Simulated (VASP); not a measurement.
## Run report: MoSe₂, geometry relaxation (part 1 of 5)

System: MoSe₂ (P6₃/mmc, 6 atoms in the cell).
Method: Kohn-Sham DFT of a periodic cell, PBE, VASP PAW PBE potentials, minimal, release 54, no spin polarisation (VASP 6.6.1).

The structure derives from an entry of the Crystallography Open Database.

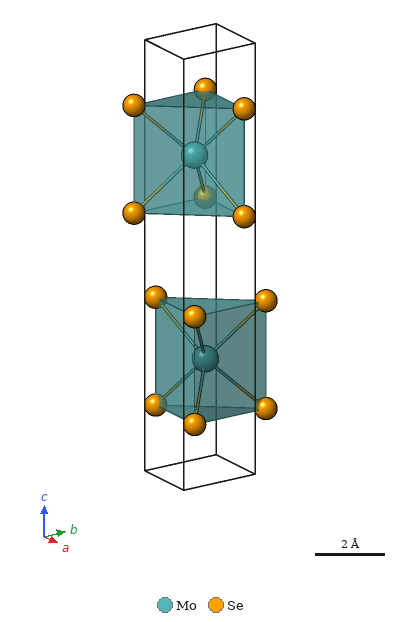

Fig. 1: The input geometry (polyhedral view of the cell of the calculation, seen slightly off an axis; polyhedra are completed across the faces of the cell).

Summary:

| quantity | value |
| --- | --- |
| outcome | converged |
| space group (tolerance 0.01 Å) | P6₃/mmc (194) |
| electrons treated | 36 |
| free energy | −39.9600 eV |
| Fermi energy | 3.829 eV |
| gap on the k-point mesh | 1.42 eV |
| pressure | 0.00 GPa |
| final volume | 141.68 Å³ |
| largest force (length of the vector) at the end | 0.005 eV/Å |
| final cell | a = 3.318 Å, b = 3.318 Å, c = 14.857 Å, α = 90.00°, β = 90.00°, γ = 120.00° |
| hardware | 1 thread of Intel Xeon (Granite Rapids), 64 GiB of memory available, shared host |
| wall time | 17 min |
| peak memory | 0.34 GiB |

Notes:

The volume changed by more than 5 % on the plane waves of the start, so the result carries a basis error; a second relaxation from the end is advised.

INCAR:
```
PREC = Accurate ; ENCUT = 580
EDIFF = 1E-6 ; ISMEAR = -1
SIGMA = 0.05 ; LREAL = F
LASPH = T ; NELM = 80
ALGO = Normal ; ISIF = 3
LWAVE = F ; LCHARG = F
GGA = PE ; IBRION = 2
NSW = 60 ; EDIFFG = -0.005
```

KPOINTS:
```
Automatic mesh
0
Gamma
  9 9 2
```

POSCAR:
```
MoSe2
1.0
    3.2880000000      0.0000000000      0.0000000000
   -1.6440000000      2.8474915276      0.0000000000
    0.0000000000      0.0000000000     12.9000000000
Mo Se
2 4
Direct
    0.6666666667      0.3333333333      0.7500000000
    0.3333333333      0.6666666667      0.2500000000
    0.6666666667      0.3333333333      0.3750000000
    0.3333333333      0.6666666667      0.8750000000
    0.6666666667      0.3333333333      0.1250000000
    0.3333333333      0.6666666667      0.6250000000
```

Run as:
```bash
cat potpaw_PBE.54/Mo/POTCAR potpaw_PBE.54/Se/POTCAR > POTCAR
mpirun -np 1 vasp_std > vasp.out
```

OSZICAR:
```
N       E                     dE             d eps       ncg     rms          rms(c)
DAV:   1     0.220057830288E+03    0.22006E+03   -0.16738E+04  1056   0.156E+03
DAV:   2    -0.238292204414E+02   -0.24389E+03   -0.23778E+03  1434   0.288E+02
DAV:   3    -0.411942090696E+02   -0.17365E+02   -0.17280E+02  1328   0.729E+01
DAV:   4    -0.416571807050E+02   -0.46297E+00   -0.46112E+00  1462   0.120E+01
DAV:   5    -0.416671257124E+02   -0.99450E-02   -0.99389E-02  1398   0.157E+00    0.284E+01
DAV:   6    -0.403330995807E+02    0.13340E+01   -0.13655E+01  1464   0.174E+01    0.913E+00
DAV:   7    -0.400837116216E+02    0.24939E+00   -0.89723E+00  1382   0.155E+01    0.835E+00
DAV:   8    -0.397172514423E+02    0.36646E+00   -0.15223E+00  1476   0.648E+00    0.146E+00
DAV:   9    -0.397191947018E+02   -0.19433E-02   -0.12963E-01  1546   0.193E+00    0.440E-01
DAV:  10    -0.397173042510E+02    0.18905E-02   -0.13457E-02  1508   0.627E-01    0.142E-01
DAV:  11    -0.397176009917E+02   -0.29674E-03   -0.96504E-04  1372   0.193E-01    0.706E-02
DAV:  12    -0.397176082915E+02   -0.72998E-05   -0.29700E-04  1504   0.101E-01    0.226E-02
DAV:  13    -0.397176181851E+02   -0.98936E-05   -0.26515E-05  1378   0.339E-02    0.138E-02
DAV:  14    -0.397176190185E+02   -0.83340E-06   -0.45410E-06  1270   0.128E-02
   1 F= -.39717619E+02 E0= -.39717616E+02  d E =-.397176E+02
       N       E                     dE             d eps       ncg     rms          rms(c)
DAV:   1    -0.410492771721E+02   -0.13317E+01   -0.59483E+01  1056   0.449E+01    0.131E+01
DAV:   2    -0.397127240187E+02    0.13366E+01   -0.34163E+00  1166   0.104E+01    0.600E+00
DAV:   3    -0.393966439219E+02    0.31608E+00   -0.27130E+00  1454   0.699E+00    0.381E+00
DAV:   4    -0.391941164890E+02    0.20253E+00   -0.13757E+00  1468   0.542E+00    0.844E-01
DAV:   5    -0.391960220902E+02   -0.19056E-02   -0.35067E-02  1278   0.112E+00    0.572E-01
DAV:   6    -0.391974006799E+02   -0.13786E-02   -0.11294E-02  1468   0.520E-01    0.263E-01
DAV:   7    -0.391962646486E+02    0.11360E-02   -0.10213E-02  1546   0.437E-01    0.580E-02
DAV:   8    -0.391962909074E+02   -0.26259E-04   -0.35790E-04  1380   0.110E-01    0.305E-02
DAV:   9    -0.391963000980E+02   -0.91906E-05   -0.78828E-05  1520   0.381E-02    0.550E-03
DAV:  10    -0.391963017399E+02   -0.16419E-05   -0.31813E-06  1190   0.110E-02    0.294E-03
DAV:  11    -0.391963016449E+02    0.94987E-07   -0.20636E-07   810   0.264E-03
   2 F= -.39196302E+02 E0= -.39196298E+02  d E =0.521317E+00
       N       E                     dE             d eps       ncg     rms          rms(c)
DAV:   1    -0.406974439520E+02   -0.15011E+01   -0.29052E+01  1056   0.328E+01    0.908E+00
DAV:   2    -0.401164037894E+02    0.58104E+00   -0.11820E+00  1074   0.597E+00    0.390E+00
DAV:   3    -0.399185660716E+02    0.19784E+00   -0.42493E-01  1198   0.298E+00    0.130E+00
DAV:   4    -0.399088005119E+02    0.97656E-02   -0.58104E-02  1426   0.142E+00    0.599E-01
DAV:   5    -0.399081329122E+02    0.66760E-03   -0.14003E-02  1410   0.606E-01    0.366E-01
DAV:   6    -0.399079125655E+02    0.22035E-03   -0.52006E-03  1452   0.382E-01    0.583E-02
DAV:   7    -0.399078920329E+02    0.20533E-04   -0.25577E-04  1432   0.950E-02    0.184E-02
DAV:   8    -0.399078926906E+02   -0.65778E-06   -0.26449E-05  1374   0.296E-02    0.931E-03
DAV:   9    -0.399078918983E+02    0.79230E-06   -0.33490E-06  1102   0.106E-02
   3 F= -.39907892E+02 E0= -.39907891E+02  d E =-.190273E+00
       N       E                     dE             d eps       ncg     rms          rms(c)
DAV:   1    -0.399086962225E+02   -0.80353E-03   -0.12457E-02  1068   0.672E-01    0.207E-01
DAV:   2    -0.399084350200E+02    0.26120E-03   -0.56664E-04  1136   0.131E-01    0.928E-02
DAV:   3    -0.399083539635E+02    0.81057E-04   -0.24970E-04  1302   0.712E-02    0.357E-02
DAV:   4    -0.399083475016E+02    0.64619E-05   -0.42538E-05  1448   0.381E-02    0.136E-02
DAV:   5    -0.399083485652E+02   -0.10636E-05   -0.21020E-06   792   0.945E-03    0.738E-03
DAV:   6    -0.399083491674E+02   -0.60220E-06   -0.57876E-07   678   0.496E-03
   4 F= -.39908349E+02 E0= -.39908348E+02  d E =-.190730E+00
       N       E                     dE             d eps       ncg     rms          rms(c)
DAV:   1    -0.399083953813E+02   -0.46816E-04   -0.24426E-03  1074   0.298E-01    0.916E-02
DAV:   2    -0.399083458417E+02    0.49540E-04   -0.11141E-04  1130   0.580E-02    0.413E-02
DAV:   3    -0.399083315779E+02    0.14264E-04   -0.49209E-05  1314   0.315E-02    0.158E-02
DAV:   4    -0.399083306857E+02    0.89221E-06   -0.83282E-06  1364   0.169E-02
   5 F= -.39908331E+02 E0= -.39908329E+02  d E =-.190712E+00
       N       E                     dE             d eps       ncg     rms          rms(c)
DAV:   1    -0.399158056954E+02   -0.74741E-02   -0.30394E-01  1056   0.288E+00    0.314E-01
DAV:   2    -0.399138164978E+02    0.19892E-02   -0.16775E-02  1234   0.814E-01    0.194E-01
DAV:   3    -0.399133161818E+02    0.50032E-03   -0.10582E-03  1296   0.206E-01    0.895E-02
DAV:   4    -0.399130242332E+02    0.29195E-03   -0.91347E-04  1140   0.142E-01    0.425E-02
DAV:   5    -0.399130272479E+02   -0.30147E-05   -0.99083E-05  1424   0.486E-02    0.916E-03
DAV:   6    -0.399130281332E+02   -0.88529E-06   -0.66936E-06  1266   0.133E-02
   6 F= -.39913028E+02 E0= -.39913027E+02  d E =-.469745E-02
       N       E                     dE             d eps       ncg     rms          rms(c)
DAV:   1    -0.399440403393E+02   -0.31013E-01   -0.27142E+00  1056   0.862E+00    0.968E-01
DAV:   2    -0.399264418930E+02    0.17598E-01   -0.15238E-01  1240   0.243E+00    0.583E-01
DAV:   3    -0.399218609708E+02    0.45809E-02   -0.94204E-03  1316   0.616E-01    0.272E-01
DAV:   4    -0.399191815469E+02    0.26794E-02   -0.80528E-03  1152   0.420E-01    0.134E-01
DAV:   5    -0.399191831196E+02   -0.15727E-05   -0.93844E-04  1426   0.150E-01    0.283E-02
DAV:   6    -0.399191926384E+02   -0.95189E-05   -0.50221E-05  1314   0.377E-02    0.156E-02
DAV:   7    -0.399192003359E+02   -0.76975E-05   -0.21829E-05  1444   0.240E-02    0.805E-03
DAV:   8    -0.399192000031E+02    0.33278E-06   -0.81435E-06  1292   0.144E-02
   7 F= -.39919200E+02 E0= -.39919199E+02  d E =-.108693E-01
       N       E                     dE             d eps       ncg     rms          rms(c)
DAV:   1    -0.399234356912E+02   -0.42354E-02   -0.14091E-01  1068   0.189E+00    0.226E-01
DAV:   2    -0.399226057987E+02    0.82989E-03   -0.64005E-03  1098   0.483E-01    0.105E-01
DAV:   3    -0.399223578626E+02    0.24794E-03   -0.36495E-04  1254   0.107E-01    0.507E-02
DAV:   4    -0.399222543115E+02    0.10355E-03   -0.36233E-04  1122   0.881E-02    0.227E-02
DAV:   5    -0.399222572149E+02   -0.29034E-05   -0.13686E-05  1372   0.190E-02    0.110E-02
DAV:   6    -0.399222569593E+02    0.25564E-06   -0.80214E-06  1184   0.129E-02
   8 F= -.39922257E+02 E0= -.39922256E+02  d E =-.305696E-02
       N       E                     dE             d eps       ncg     rms          rms(c)
DAV:   1    -0.399406152632E+02   -0.18358E-01   -0.12615E+00  1056   0.566E+00    0.677E-01
DAV:   2    -0.399333462024E+02    0.72691E-02   -0.56173E-02  1062   0.144E+00    0.319E-01
DAV:   3    -0.399311342133E+02    0.22120E-02   -0.31102E-03  1292   0.315E-01    0.158E-01
DAV:   4    -0.399301691175E+02    0.96510E-03   -0.35117E-03  1092   0.270E-01    0.673E-02
DAV:   5    -0.399301988734E+02   -0.29756E-04   -0.14066E-04  1384   0.605E-02    0.351E-02
DAV:   6    -0.399301980407E+02    0.83266E-06   -0.98612E-05  1446   0.455E-02    0.169E-02
DAV:   7    -0.399301950163E+02    0.30244E-05   -0.60839E-05  1504   0.386E-02    0.633E-03
DAV:   8    -0.399301944709E+02    0.54540E-06   -0.43627E-06  1074   0.108E-02
   9 F= -.39930194E+02 E0= -.39930194E+02  d E =-.109945E-01
       N       E                     dE             d eps       ncg     rms          rms(c)
DAV:   1    -0.399816934514E+02   -0.51498E-01   -0.49920E+00  1056   0.112E+01    0.136E+00
DAV:   2    -0.399538734585E+02    0.27820E-01   -0.21929E-01  1062   0.286E+00    0.646E-01
DAV:   3    -0.399451166244E+02    0.87568E-02   -0.11492E-02  1274   0.610E-01    0.333E-01
DAV:   4    -0.399409860134E+02    0.41306E-02   -0.15607E-02  1092   0.562E-01    0.134E-01
DAV:   5    -0.399411113025E+02   -0.12529E-03   -0.63959E-04  1370   0.128E-01    0.770E-02
DAV:   6    -0.399411214828E+02   -0.10180E-04   -0.48142E-04  1474   0.101E-01    0.414E-02
DAV:   7    -0.399411048208E+02    0.16662E-04   -0.33790E-04  1490   0.893E-02    0.142E-02
DAV:   8    -0.399411018795E+02    0.29414E-05   -0.21514E-05  1434   0.236E-02    0.322E-03
DAV:   9    -0.399411028726E+02   -0.99316E-06   -0.24039E-06   808   0.913E-03
  10 F= -.39941103E+02 E0= -.39941103E+02  d E =-.219029E-01
       N       E                     dE             d eps       ncg     rms          rms(c)
DAV:   1    -0.401004931836E+02   -0.15939E+00   -0.19480E+01  1056   0.222E+01    0.276E+00
DAV:   2    -0.399997853632E+02    0.10071E+00   -0.84308E-01  1068   0.565E+00    0.133E+00
DAV:   3    -0.399653285130E+02    0.34457E-01   -0.39879E-02  1266   0.117E+00    0.736E-01
DAV:   4    -0.399465987074E+02    0.18730E-01   -0.75198E-02  1086   0.121E+00    0.273E-01
DAV:   5    -0.399470384461E+02   -0.43974E-03   -0.28556E-03  1356   0.271E-01    0.179E-01
DAV:   6    -0.399472340805E+02   -0.19563E-03   -0.19982E-03  1482   0.209E-01    0.102E-01
DAV:   7    -0.399471635262E+02    0.70554E-04   -0.18553E-03  1504   0.204E-01    0.350E-02
DAV:   8    -0.399471478560E+02    0.15670E-04   -0.10712E-04  1390   0.535E-02    0.103E-02
DAV:   9    -0.399471534571E+02   -0.56011E-05   -0.18982E-05  1264   0.238E-02    0.441E-03
DAV:  10    -0.399471544071E+02   -0.94994E-06   -0.16018E-06   862   0.695E-03
  11 F= -.39947154E+02 E0= -.39947154E+02  d E =-.279544E-01
       N       E                     dE             d eps       ncg     rms          rms(c)
DAV:   1    -0.399504807524E+02   -0.33273E-02   -0.30528E-01  1056   0.272E+00    0.287E-01
DAV:   2    -0.399502699760E+02    0.21078E-03   -0.14725E-02  1062   0.733E-01    0.175E-01
DAV:   3    -0.399500707917E+02    0.19918E-03   -0.39927E-04  1342   0.132E-01    0.107E-01
DAV:   4    -0.399499269364E+02    0.14386E-03   -0.69595E-04  1106   0.117E-01    0.266E-02
DAV:   5    -0.399499244171E+02    0.25194E-05   -0.59933E-05  1424   0.425E-02    0.199E-02
DAV:   6    -0.399499270313E+02   -0.26143E-05   -0.93353E-06  1350   0.165E-02    0.112E-02
DAV:   7    -0.399499282911E+02   -0.12598E-05   -0.16542E-05  1452   0.198E-02    0.436E-03
DAV:   8    -0.399499279756E+02    0.31553E-06   -0.16258E-06   676   0.764E-03
  12 F= -.39949928E+02 E0= -.39949928E+02  d E =-.277357E-02
       N       E                     dE             d eps       ncg     rms          rms(c)
DAV:   1    -0.399555286095E+02   -0.56003E-02   -0.12355E+00  1056   0.548E+00    0.588E-01
DAV:   2    -0.399547808965E+02    0.74771E-03   -0.59321E-02  1062   0.147E+00    0.357E-01
DAV:   3    -0.399539658693E+02    0.81503E-03   -0.15848E-03  1342   0.262E-01    0.221E-01
DAV:   4    -0.399533604417E+02    0.60543E-03   -0.29065E-03  1112   0.237E-01    0.539E-02
DAV:   5    -0.399533460603E+02    0.14381E-04   -0.21390E-04  1398   0.818E-02    0.393E-02
DAV:   6    -0.399533568640E+02   -0.10804E-04   -0.24285E-05  1476   0.275E-02    0.247E-02
DAV:   7    -0.399533600239E+02   -0.31600E-05   -0.81608E-05  1466   0.432E-02    0.101E-02
DAV:   8    -0.399533589670E+02    0.10570E-05   -0.75649E-06  1306   0.152E-02    0.473E-03
DAV:   9    -0.399533589388E+02    0.28219E-07   -0.96231E-07   606   0.587E-03
  13 F= -.39953359E+02 E0= -.39953359E+02  d E =-.620453E-02
       N       E                     dE             d eps       ncg     rms          rms(c)
DAV:   1    -0.399590641437E+02   -0.57052E-02   -0.49232E+00  1056   0.110E+01    0.123E+00
DAV:   2    -0.399569406984E+02    0.21234E-02   -0.23661E-01  1056   0.295E+00    0.738E-01
DAV:   3    -0.399536625060E+02    0.32782E-02   -0.61810E-03  1344   0.520E-01    0.464E-01
DAV:   4    -0.399511062879E+02    0.25562E-02   -0.12187E-02  1110   0.485E-01    0.110E-01
DAV:   5    -0.399510364029E+02    0.69885E-04   -0.74910E-04  1388   0.157E-01    0.795E-02
DAV:   6    -0.399510785647E+02   -0.42162E-04   -0.58999E-05  1356   0.446E-02    0.561E-02
DAV:   7    -0.399510860417E+02   -0.74770E-05   -0.42645E-04  1438   0.980E-02    0.251E-02
DAV:   8    -0.399510822722E+02    0.37695E-05   -0.26296E-05  1378   0.303E-02    0.152E-02
DAV:   9    -0.399510812948E+02    0.97737E-06   -0.59673E-06  1208   0.129E-02
  14 F= -.39951081E+02 E0= -.39951081E+02  d E =-.392689E-02
       N       E                     dE             d eps       ncg     rms          rms(c)
DAV:   1    -0.399586680391E+02   -0.75858E-02   -0.22897E+00  1056   0.741E+00    0.746E-01
DAV:   2    -0.399564747372E+02    0.21933E-02   -0.11135E-01  1062   0.202E+00    0.480E-01
DAV:   3    -0.399550061523E+02    0.14686E-02   -0.30905E-03  1300   0.361E-01    0.296E-01
DAV:   4    -0.399539522970E+02    0.10539E-02   -0.48839E-03  1120   0.311E-01    0.729E-02
DAV:   5    -0.399539180992E+02    0.34198E-04   -0.56610E-04  1458   0.128E-01    0.564E-02
DAV:   6    -0.399539233433E+02   -0.52441E-05   -0.37631E-05  1406   0.364E-02    0.238E-02
DAV:   7    -0.399539302140E+02   -0.68708E-05   -0.29459E-05  1346   0.294E-02    0.781E-03
DAV:   8    -0.399539297771E+02    0.43689E-06   -0.12496E-05  1434   0.181E-02    0.192E-03
DAV:   9    -0.399539297808E+02   -0.36230E-08   -0.97825E-07   654   0.616E-03
  15 F= -.39953930E+02 E0= -.39953930E+02  d E =-.677537E-02
       N       E                     dE             d eps       ncg     rms          rms(c)
DAV:   1    -0.399559138171E+02   -0.19840E-02   -0.56093E-02  1056   0.123E+00    0.138E-01
DAV:   2    -0.399554311802E+02    0.48264E-03   -0.30071E-03  1200   0.349E-01    0.813E-02
DAV:   3    -0.399553162658E+02    0.11491E-03   -0.19867E-04  1218   0.900E-02    0.371E-02
DAV:   4    -0.399552454350E+02    0.70831E-04   -0.20928E-04  1146   0.657E-02    0.184E-02
DAV:   5    -0.399552472108E+02   -0.17758E-05   -0.31989E-05  1440   0.260E-02    0.847E-03
DAV:   6    -0.399552464569E+02    0.75384E-06   -0.10481E-05  1330   0.161E-02    0.411E-03
DAV:   7    -0.399552467538E+02   -0.29681E-06   -0.31552E-06   866   0.909E-03
  16 F= -.39955247E+02 E0= -.39955247E+02  d E =-.131697E-02
       N       E                     dE             d eps       ncg     rms          rms(c)
DAV:   1    -0.399601352180E+02   -0.48888E-02   -0.24710E-01  1056   0.259E+00    0.289E-01
DAV:   2    -0.399580324331E+02    0.21028E-02   -0.13054E-02  1206   0.727E-01    0.170E-01
DAV:   3    -0.399575231466E+02    0.50929E-03   -0.86339E-04  1206   0.187E-01    0.782E-02
DAV:   4    -0.399572088081E+02    0.31434E-03   -0.91408E-04  1152   0.137E-01    0.390E-02
DAV:   5    -0.399572158966E+02   -0.70885E-05   -0.13825E-04  1442   0.539E-02    0.169E-02
DAV:   6    -0.399572133400E+02    0.25565E-05   -0.43845E-05  1462   0.327E-02    0.884E-03
DAV:   7    -0.399572146564E+02   -0.13164E-05   -0.15765E-05  1504   0.192E-02    0.416E-03
DAV:   8    -0.399572148011E+02   -0.14466E-06   -0.16718E-06   722   0.831E-03
  17 F= -.39957215E+02 E0= -.39957215E+02  d E =-.328502E-02
       N       E                     dE             d eps       ncg     rms          rms(c)
DAV:   1    -0.399695373529E+02   -0.12323E-01   -0.98127E-01  1056   0.517E+00    0.583E-01
DAV:   2    -0.399612615457E+02    0.82758E-02   -0.52449E-02  1206   0.145E+00    0.341E-01
DAV:   3    -0.399592199647E+02    0.20416E-02   -0.34724E-03  1220   0.373E-01    0.157E-01
DAV:   4    -0.399579489675E+02    0.12710E-02   -0.36076E-03  1158   0.272E-01    0.791E-02
```
